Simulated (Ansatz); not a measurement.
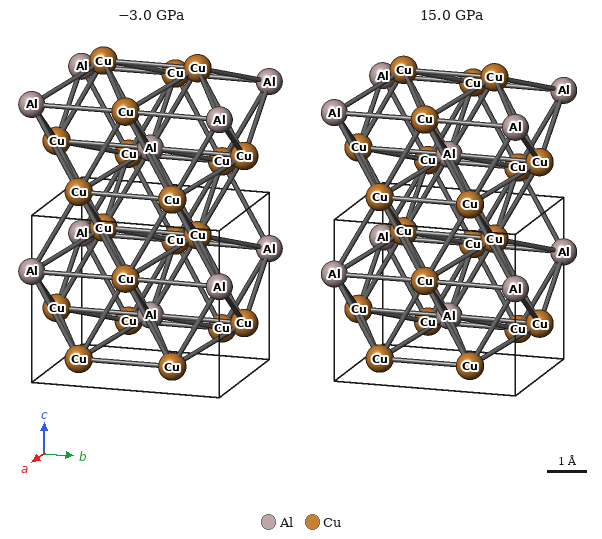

Crystalline AlCu$_{3}$ (set up in Pmmn), relaxed (cell and atoms) at several target pressures. The picture shows the first and the last member. A ball-and-stick model of the cell of the calculation, repeated 1 × 1 × 2 with one cell outlined, seen slightly off an axis.

Computed with Ansatz 0.2.0: DFT r2SCAN, scalar-relativistic, plane waves, PAW. Set-up: plane-wave cutoff 500 eV; k-point mesh 8 × 8 × 8; occupations gaussian; smearing width 0.1 eV; no spin polarisation; cell and atoms relaxed; force threshold 0.008 eV/Å.

| pressure (GPa) | volume (Å³/atom) | a (Å) | b (Å) | c (Å) |
| --- | --- | --- | --- | --- |
| −3.0 | 12.300 | 4.216 | 5.168 | 4.516 |
| 0.0 | 12.045 | 4.188 | 5.130 | 4.485 |
| 3.0 | 11.819 | 4.162 | 5.097 | 4.457 |
| 8.0 | ? | ? | ? | ? |
| 15.0 | 11.102 | 4.078 | 4.987 | 4.366 |

### Fill in the missing row.

Murnaghan's form V = V₀(1 + B′P/B₀)^(−1/B′), with V₀ = 12.045 Å³ from the row at zero pressure, fits the other rows with B₀ = 151 GPa and B′ = 4.75 (largest miss 0.002 Å³). At 8.0 GPa it gives 12.045 × (1 + 4.75 × 8.0/151)^(−1/4.75) = 11.489 Å³ per atom. The calculation gives 11.491 Å³/atom (a = 4.124 Å, b = 5.048 Å, c = 4.416 Å). The estimate is 0.002 Å³/atom too low. From the first member to the last: Al–Cu 2.584 → 2.494 Å, Al–Cu 2.607 → 2.517 Å, Cu–Cu 2.575 → 2.486 Å.

The whole series:

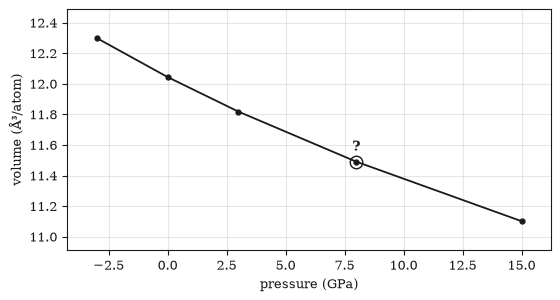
